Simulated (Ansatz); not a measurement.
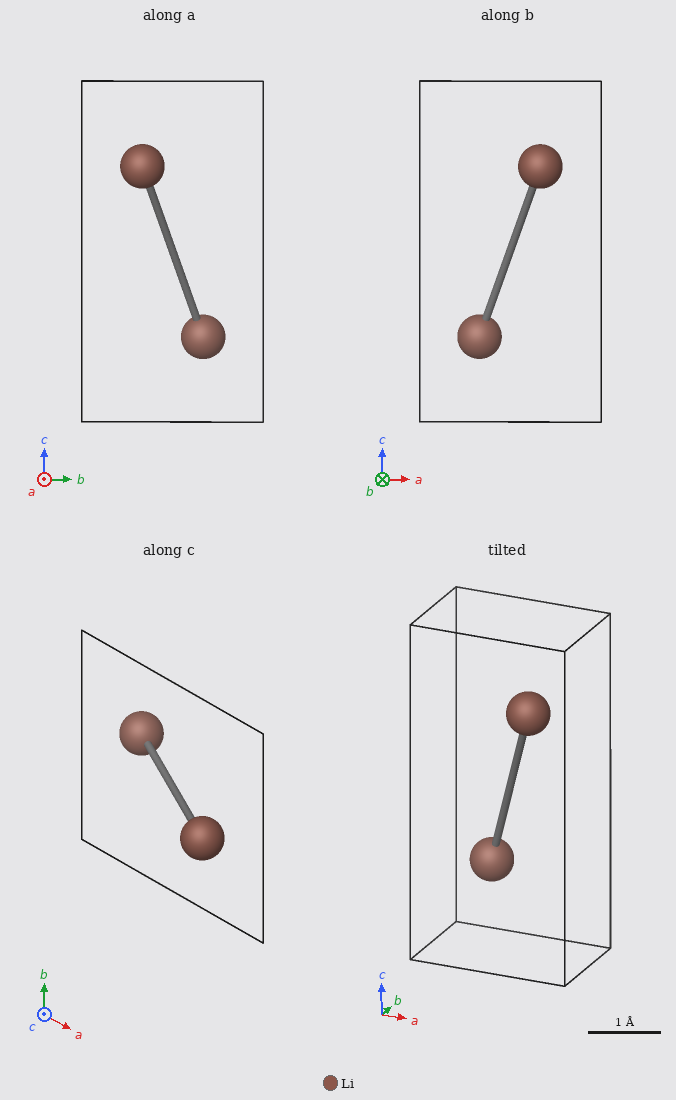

Ball-and-stick representation of a periodic structure, projected along the a axis, along the b axis, along the c axis and slightly off an axis. One unit cell is framed, with atoms on its boundary repeated.

Lattice parameters: a = 2.912 Å, b = 2.912 Å, c = 4.745 Å, α = 90.08°, β = 90.08°, γ = 119.79°. Put a along x and b in the xy plane.

Express the structure as a POSCAR file, with free fractional coordinates to two decimals.

```
Li
1.0
     2.912    0.000    0.000
    -1.447    2.528    0.000
    -0.007   -0.012    4.745
Li
2
Direct
  0.33 0.67 0.25
  0.67 0.33 0.75
```

The cell started as a structure type filled with this element by a generator (whether the element takes this form wasn't checked). Earlier steps of the study may have refined or changed the cell and positions. A calculation with Ansatz used it as input.
